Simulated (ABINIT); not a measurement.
## SnSe: phonons q calculation (part 2 of 3)

Continued. System: SnSe (Fm-3m, 2 atoms in the cell). Method: Kohn-Sham DFT of a periodic cell, LDA, PseudoDojo NC SR LDA v0.4.1 standard, no spin polarisation (ABINIT 10.8.3); cutoff 1170.09 eV, 4×4×4 k-mesh, fixed occupations. The structure derives from an entry of the Crystallography Open Database.

Geometry of the input (Å; fractional positions):
```
0.0000  2.9405  2.9405
2.9405  0.0000  2.9405
2.9405  2.9405  0.0000
Sn 0.0000  0.0000  0.0000
Se 0.5000  0.5000  0.5000
```

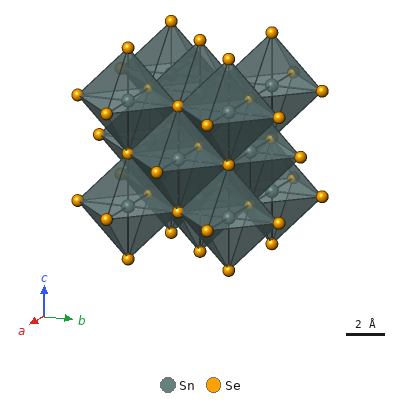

**Figure 1.** The structure (polyhedral view of the cell 4 times as large as that of the calculation, set on its symmetry axes, seen slightly off an axis; polyhedra are completed across the faces of the cell). An atom can appear more than once, as a periodic image.

## What the program printed, continued
```
 The perturbation idir=   3  ipert=   1 is
 symmetric of a previously calculated perturbation.
 So, its SCF calculation is not needed.

 The perturbation idir=   3  ipert=   2 is
 symmetric of a previously calculated perturbation.
 So, its SCF calculation is not needed.

--------------------------------------------------------------------------------
 Perturbation wavevector (in red.coord.)   0.500000  0.000000  0.500000
 Perturbation : displacement of atom   1   along direction   1
 Found     2 symmetries that leave the perturbation invariant.
 symkpt : the number of k-points, thanks to the symmetries,
 is reduced to   128 .

--------------------------------------------------------------------------------

--------------------------------------------------------------------------------

 Initialisation of the first-order wave-functions :
  ireadwf=   0

--- !BeginCycle
iteration_state: {dtset: 2, }
solver: {iscf: 7, nstep: 80, nline: 4, wfoptalg: 0, }
tolerances: {tolvrs: 1.00E-08, }
...

     iter   2DEtotal(Ha)        deltaE(Ha) residm    vres2
-ETOT  1   7.4946924567508     -2.070E+04 2.531E+01 2.003E+03
 ETOT  2   1.3508878001691     -6.144E+00 1.002E-01 1.461E+03
 ETOT  3   1.1990978659475     -1.518E-01 1.463E-03 1.061E+01
 ETOT  4   1.1969191204795     -2.179E-03 6.872E-05 7.711E+00
 ETOT  5   1.1962392523807     -6.799E-04 5.375E-06 1.383E-01
 ETOT  6   1.1962213156463     -1.794E-05 1.055E-06 2.077E-02
 ETOT  7   1.1962193166934     -1.999E-06 3.200E-08 1.005E-04
 ETOT  8   1.1962192951056     -2.159E-08 6.152E-09 3.432E-05
 ETOT  9   1.1962192868765     -8.225E-09 1.573E-10 4.567E-07
 ETOT 10   1.1962192866728     -2.074E-10 5.498E-11 1.502E-08
 ETOT 11   1.1962192866728      0.000E+00 1.579E-12 2.838E-10

 At SCF step   11       vres2   =  2.84E-10 < tolvrs=  1.00E-08 =>converged.
================================================================================

 ----iterations are completed or convergence reached----

 Mean square residual over all n,k,spin=   61.455E-16; max=  15.794E-13

 2DEtotal=    0.1196219287E+01 Ha. Also 2DEtotal=    0.325507850443E+02 eV
    (2DErelax=   -2.0710840793E+04 Ha. 2DEnonrelax=    2.0712037012E+04 Ha)
    (  non-var. 2DEtotal :    1.1962205727E+00 Ha)

--------------------------------------------------------------------------------
 Perturbation wavevector (in red.coord.)   0.500000  0.000000  0.500000
 Perturbation : displacement of atom   1   along direction   2
 Found     2 symmetries that leave the perturbation invariant.
 symkpt : the number of k-points, thanks to the symmetries,
 is reduced to   144 .

--------------------------------------------------------------------------------

--------------------------------------------------------------------------------

 Initialisation of the first-order wave-functions :
  ireadwf=   0

--- !BeginCycle
iteration_state: {dtset: 2, }
solver: {iscf: 7, nstep: 80, nline: 4, wfoptalg: 0, }
tolerances: {tolvrs: 1.00E-08, }
...

     iter   2DEtotal(Ha)        deltaE(Ha) residm    vres2
-ETOT  1   7.1273398817060     -2.059E+04 2.528E+01 1.050E+03
 ETOT  2   1.0222754891796     -6.105E+00 3.254E-02 6.427E+02
 ETOT  3  0.91039531372314     -1.119E-01 8.726E-04 7.095E+00
 ETOT  4  0.90840519468054     -1.990E-03 4.786E-05 2.635E+00
 ETOT  5  0.90795459521848     -4.506E-04 6.394E-06 5.723E-02
 ETOT  6  0.90794455476441     -1.004E-05 7.679E-07 1.940E-03
 ETOT  7  0.90794371108439     -8.437E-07 4.838E-08 1.730E-05
 ETOT  8  0.90794369968660     -1.140E-08 2.562E-09 4.644E-08
 ETOT  9  0.90794369910088     -5.857E-10 2.855E-10 2.353E-08
 ETOT 10  0.90794369903540     -6.548E-11 2.076E-11 3.224E-09

 At SCF step   10       vres2   =  3.22E-09 < tolvrs=  1.00E-08 =>converged.
================================================================================

 ----iterations are completed or convergence reached----

 Mean square residual over all n,k,spin=   67.958E-15; max=  20.760E-12

 2DEtotal=    0.9079436990E+00 Ha. Also 2DEtotal=    0.247064066841E+02 eV
    (2DErelax=   -2.0596481197E+04 Ha. 2DEnonrelax=    2.0597389140E+04 Ha)
    (  non-var. 2DEtotal :    9.0797264806E-01 Ha)

--------------------------------------------------------------------------------
 Perturbation wavevector (in red.coord.)   0.500000  0.000000  0.500000
 Perturbation : displacement of atom   2   along direction   1
 Found     2 symmetries that leave the perturbation invariant.
 symkpt : the number of k-points, thanks to the symmetries,
 is reduced to   128 .

--------------------------------------------------------------------------------

--------------------------------------------------------------------------------

 Initialisation of the first-order wave-functions :
  ireadwf=   0

--- !BeginCycle
iteration_state: {dtset: 2, }
solver: {iscf: 7, nstep: 80, nline: 4, wfoptalg: 0, }
tolerances: {tolvrs: 1.00E-08, }
...

     iter   2DEtotal(Ha)        deltaE(Ha) residm    vres2
-ETOT  1   11.517831703246     -5.933E+04 8.142E+01 3.043E+02
 ETOT  2   1.6885607954159     -9.829E+00 2.912E-01 3.467E+02
 ETOT  3   1.6333582862412     -5.520E-02 3.761E-03 3.451E+01
 ETOT  4   1.6310558971004     -2.302E-03 8.610E-05 5.678E+00
 ETOT  5   1.6295492165432     -1.507E-03 5.780E-05 4.407E-01
 ETOT  6   1.6294955771505     -5.364E-05 7.932E-07 3.335E-02
 ETOT  7   1.6294937869666     -1.790E-06 6.075E-08 2.206E-03
 ETOT  8   1.6294934320163     -3.550E-07 8.779E-09 6.156E-05
 ETOT  9   1.6294934219318     -1.008E-08 5.063E-10 9.115E-07
 ETOT 10   1.6294934220991      1.673E-10 6.998E-11 1.113E-07
 ETOT 11   1.6294934219900     -1.091E-10 5.688E-12 3.814E-09

 At SCF step   11       vres2   =  3.81E-09 < tolvrs=  1.00E-08 =>converged.
================================================================================

 ----iterations are completed or convergence reached----

 Mean square residual over all n,k,spin=   18.890E-15; max=  56.882E-13

 2DEtotal=    0.1629493422E+01 Ha. Also 2DEtotal=    0.443407748911E+02 eV
    (2DErelax=   -5.9342587533E+04 Ha. 2DEnonrelax=    5.9344217027E+04 Ha)
    (  non-var. 2DEtotal :    1.6295121614E+00 Ha)

--------------------------------------------------------------------------------
 Perturbation wavevector (in red.coord.)   0.500000  0.000000  0.500000
 Perturbation : displacement of atom   2   along direction   2
 Found     2 symmetries that leave the perturbation invariant.
 symkpt : the number of k-points, thanks to the symmetries,
 is reduced to   144 .

--------------------------------------------------------------------------------

--------------------------------------------------------------------------------

 Initialisation of the first-order wave-functions :
  ireadwf=   0

--- !BeginCycle
iteration_state: {dtset: 2, }
solver: {iscf: 7, nstep: 80, nline: 4, wfoptalg: 0, }
tolerances: {tolvrs: 1.00E-08, }
...

     iter   2DEtotal(Ha)        deltaE(Ha) residm    vres2
-ETOT  1   11.191440912933     -5.918E+04 8.143E+01 2.295E+02
 ETOT  2   1.3580286905874     -9.833E+00 1.177E-01 2.671E+02
 ETOT  3   1.2935750438576     -6.445E-02 3.179E-03 2.474E+01
 ETOT  4   1.2914232164715     -2.152E-03 1.085E-04 5.144E+00
 ETOT  5   1.2895493284107     -1.874E-03 4.300E-05 4.205E-01
 ETOT  6   1.2894902599166     -5.907E-05 6.808E-07 1.327E-02
 ETOT  7   1.2894883733190     -1.887E-06 4.674E-08 6.602E-05
 ETOT  8   1.2894883524079     -2.091E-08 3.140E-09 1.293E-07
 ETOT  9   1.2894883523061     -9.459E-11 4.312E-10 1.005E-08
 ETOT 10   1.2894883526699      3.565E-10 3.423E-11 4.487E-09

 At SCF step   10       vres2   =  4.49E-09 < tolvrs=  1.00E-08 =>converged.
================================================================================

 ----iterations are completed or convergence reached----

 Mean square residual over all n,k,spin=   10.665E-14; max=  34.226E-12

 2DEtotal=    0.1289488353E+01 Ha. Also 2DEtotal=    0.350887656242E+02 eV
    (2DErelax=   -5.9193183380E+04 Ha. 2DEnonrelax=    5.9194472868E+04 Ha)
    (  non-var. 2DEtotal :    1.2894872440E+00 Ha)

================================================================================

 ---- first-order wavefunction calculations are completed ----

 ==> Compute Derivative Database <==

  Dynamical matrix, in cartesian coordinates,
   if specified in the inputs, asr has been imposed
     j1       j2             matrix element
  dir pert dir pert     real part    imaginary part

   1    1   1    1         0.0147023688         0.0000000000
   1    1   1    2         0.0073844164         0.0000000000

   2    1   2    1         0.0240381788         0.0000000000
   2    1   2    2        -0.0053291539         0.0000000000

   3    1   3    1         0.0147023688         0.0000000000
   3    1   3    2         0.0073844164         0.0000000000

   1    2   1    1         0.0073842999        -0.0000000000
   1    2   1    2         0.0208797662        -0.0000000000

   2    2   2    1        -0.0053296818        -0.0000000000
   2    2   2    2         0.0318922307        -0.0000000000

   3    2   3    1         0.0073842999        -0.0000000000
   3    2   3    2         0.0208797662        -0.0000000000

  Phonon wavevector (reduced coordinates) :  0.50000  0.00000  0.50000
 Phonon energies in Hartree :
   2.227169E-04  2.227169E-04  3.215121E-04  4.042314E-04  4.042314E-04
   4.788403E-04
 Phonon frequencies in cm-1    :
   4.888071E+01  4.888071E+01  7.056376E+01  8.871853E+01  8.871853E+01
   1.050933E+02

================================================================================
== DATASET  3 ==================================================================

--- !DatasetInfo
iteration_state: {dtset: 3, }
dimensions: {natom: 2, nkpt: 256, mband: 15, nsppol: 1, nspinor: 1, nspden: 1, mpw: 4646, }
cutoff_energies: {ecut:  43.0, pawecutdg:  -1.0, }
electrons: {nelect:   3.00000000E+01, charge:   0.00000000E+00, occopt:   1.00000000E+00, tsmear:   1.00000000E-02, }
meta: {optdriver: 1, rfphon: 1, }
...

 mkfilename : getwfk/=0, take file _WFK from output of DATASET   1.

 Exchange-correlation functional for the present dataset will be:
  LDA: Perdew-Wang 92 LSD fit to Ceperley-Alder data - ixc=7
  J.P.Perdew and Y.Wang, PRB 45, 13244 (1992)

 Real(R)+Recip(G) space primitive vectors, cartesian coordinates (Bohr,Bohr^-1):
 R(1)=  0.0000000  5.5568258  5.5568258  G(1)= -0.0899794  0.0899794  0.0899794
 R(2)=  5.5568258  0.0000000  5.5568258  G(2)=  0.0899794 -0.0899794  0.0899794
 R(3)=  5.5568258  5.5568258  0.0000000  G(3)=  0.0899794  0.0899794 -0.0899794
 Unit cell volume ucvol=  3.4317082E+02 bohr^3
 Angles (23,13,12)=  6.00000000E+01  6.00000000E+01  6.00000000E+01 degrees
 setup1 : take into account q-point for computing boxcut.

 getcut: wavevector=  0.5000  0.2500  0.7500  ngfft=  48  48  48
         ecut(hartree)=     43.000   => boxcut(ratio)=   2.00464
--------------------------------------------------------------------------------

 ==>  initialize data related to q vector <==

 The list of irreducible perturbations for this q vector is:
    1)    idir= 1    ipert=   1
    2)    idir= 2    ipert=   1
    3)    idir= 1    ipert=   2
    4)    idir= 2    ipert=   2

================================================================================

 The perturbation idir=   3  ipert=   1 is
 symmetric of a previously calculated perturbation.
 So, its SCF calculation is not needed.

 The perturbation idir=   3  ipert=   2 is
 symmetric of a previously calculated perturbation.
 So, its SCF calculation is not needed.

--------------------------------------------------------------------------------
 Perturbation wavevector (in red.coord.)   0.500000  0.250000  0.750000
 Perturbation : displacement of atom   1   along direction   1
 The set of symmetries contains only one element for this perturbation.
 symkpt : not enough symmetry to change the number of k points.

--------------------------------------------------------------------------------

--------------------------------------------------------------------------------

 Initialisation of the first-order wave-functions :
  ireadwf=   0

--- !BeginCycle
iteration_state: {dtset: 3, }
solver: {iscf: 7, nstep: 80, nline: 4, wfoptalg: 0, }
tolerances: {tolvrs: 1.00E-08, }
...

     iter   2DEtotal(Ha)        deltaE(Ha) residm    vres2
-ETOT  1   7.7624345413628     -2.069E+04 2.529E+01 2.505E+03
 ETOT  2   1.6067202745312     -6.156E+00 7.946E-02 1.268E+03
 ETOT  3   1.4585810445919     -1.481E-01 8.527E-03 6.919E+00
 ETOT  4   1.4558392062231     -2.742E-03 1.728E-04 3.469E+00
 ETOT  5   1.4554248690824     -4.143E-04 4.252E-05 3.761E-02
 ETOT  6   1.4554194344078     -5.435E-06 2.556E-06 1.439E-03
 ETOT  7   1.4554187694143     -6.650E-07 4.363E-07 3.192E-05
 ETOT  8   1.4554187450326     -2.438E-08 3.978E-08 1.034E-06
 ETOT  9   1.4554187428571     -2.179E-09 7.781E-09 2.634E-08
 ETOT 10   1.4554187426097     -2.474E-10 7.527E-10 4.264E-09

 At SCF step   10       vres2   =  4.26E-09 < tolvrs=  1.00E-08 =>converged.
================================================================================

 ----iterations are completed or convergence reached----

 Mean square residual over all n,k,spin=   14.369E-13; max=  75.273E-11

 2DEtotal=    0.1455418743E+01 Ha. Also 2DEtotal=    0.396039615548E+02 eV
    (2DErelax=   -2.0700160224E+04 Ha. 2DEnonrelax=    2.0701615643E+04 Ha)
    (  non-var. 2DEtotal :    1.4554163252E+00 Ha)

--------------------------------------------------------------------------------
 Perturbation wavevector (in red.coord.)   0.500000  0.250000  0.750000
 Perturbation : displacement of atom   1   along direction   2
 The set of symmetries contains only one element for this perturbation.
 symkpt : not enough symmetry to change the number of k points.

--------------------------------------------------------------------------------

--------------------------------------------------------------------------------

 Initialisation of the first-order wave-functions :
  ireadwf=   0

--- !BeginCycle
iteration_state: {dtset: 3, }
solver: {iscf: 7, nstep: 80, nline: 4, wfoptalg: 0, }
tolerances: {tolvrs: 1.00E-08, }
...

     iter   2DEtotal(Ha)        deltaE(Ha) residm    vres2
-ETOT  1   8.8416483808824     -2.065E+04 2.531E+01 7.852E+03
 ETOT  2   2.4851675661512     -6.356E+00 4.877E-02 3.831E+03
 ETOT  3   2.0865287311126     -3.986E-01 1.108E-02 3.000E+01
 ETOT  4   2.0809917599026     -5.537E-03 5.497E-04 8.461E-01
 ETOT  5   2.0808723506952     -1.194E-04 5.469E-05 1.850E-01
 ETOT  6   2.0808193757102     -5.297E-05 8.004E-06 4.540E-03
 ETOT  7   2.0808186180611     -7.576E-07 7.856E-07 2.857E-04
 ETOT  8   2.0808185663727     -5.169E-08 9.827E-08 1.400E-05
 ETOT  9   2.0808185613305     -5.042E-09 1.337E-08 2.796E-07
 ETOT 10   2.0808185608357     -4.948E-10 1.612E-09 4.063E-08
 ETOT 11   2.0808185608757      4.002E-11 2.178E-10 4.478E-09

 At SCF step   11       vres2   =  4.48E-09 < tolvrs=  1.00E-08 =>converged.
================================================================================

 ----iterations are completed or convergence reached----

 Mean square residual over all n,k,spin=   19.966E-14; max=  21.779E-11

 2DEtotal=    0.2080818561E+01 Ha. Also 2DEtotal=    0.566219575677E+02 eV
    (2DErelax=   -2.0657842942E+04 Ha. 2DEnonrelax=    2.0659923761E+04 Ha)
    (  non-var. 2DEtotal :    2.0808256332E+00 Ha)

--------------------------------------------------------------------------------
 Perturbation wavevector (in red.coord.)   0.500000  0.250000  0.750000
 Perturbation : displacement of atom   2   along direction   1
 The set of symmetries contains only one element for this perturbation.
 symkpt : not enough symmetry to change the number of k points.

--------------------------------------------------------------------------------

--------------------------------------------------------------------------------

 Initialisation of the first-order wave-functions :
  ireadwf=   0

--- !BeginCycle
iteration_state: {dtset: 3, }
solver: {iscf: 7, nstep: 80, nline: 4, wfoptalg: 0, }
tolerances: {tolvrs: 1.00E-08, }
...
```
